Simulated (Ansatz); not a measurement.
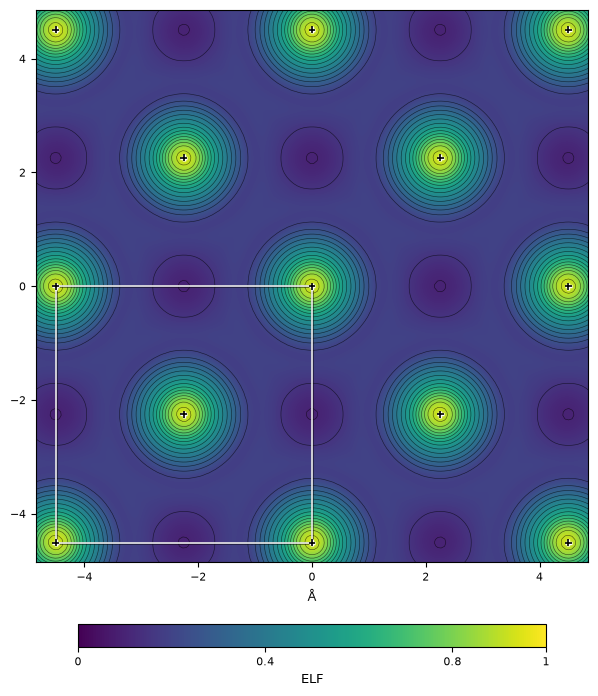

The ELF on a plane through atoms (crosses mark nuclei in the plane).

All numbers below come from DFT, PBE, plane waves (420 eV) with PAW, scalar-relativistic in Ansatz 0.2.0.

Candidates:
A. Cd, a = 4.51 Å, b = 4.51 Å, c = 4.51 Å, α = 90.00°, β = 90.00°, γ = 90.00°. Space group Fm-3m; set up as Cd, fcc; a generated structure, not necessarily the stable one.
B. Mn, a = 5.14 Å, b = 5.14 Å, c = 5.14 Å, α = 90.00°, β = 90.00°, γ = 90.00°. Space group Fd-3m; set up as Mn, diamond; a generated structure, not necessarily the stable one; spin-polarised.
C. La, a = 3.78 Å, b = 3.78 Å, c = 6.11 Å, α = 90.00°, β = 90.00°, γ = 120.00°. Space group P6₃/mmc; set up as La, hcp; a generated structure, not necessarily the stable one.

> Which candidate gave the map?

Candidate A: Cd on the (100) plane of the conventional cell, which holds Cd. Cd–Cd (3.19 Å): the ELF is about 0.20 at the midpoint (no shared electron pair shows on this line).
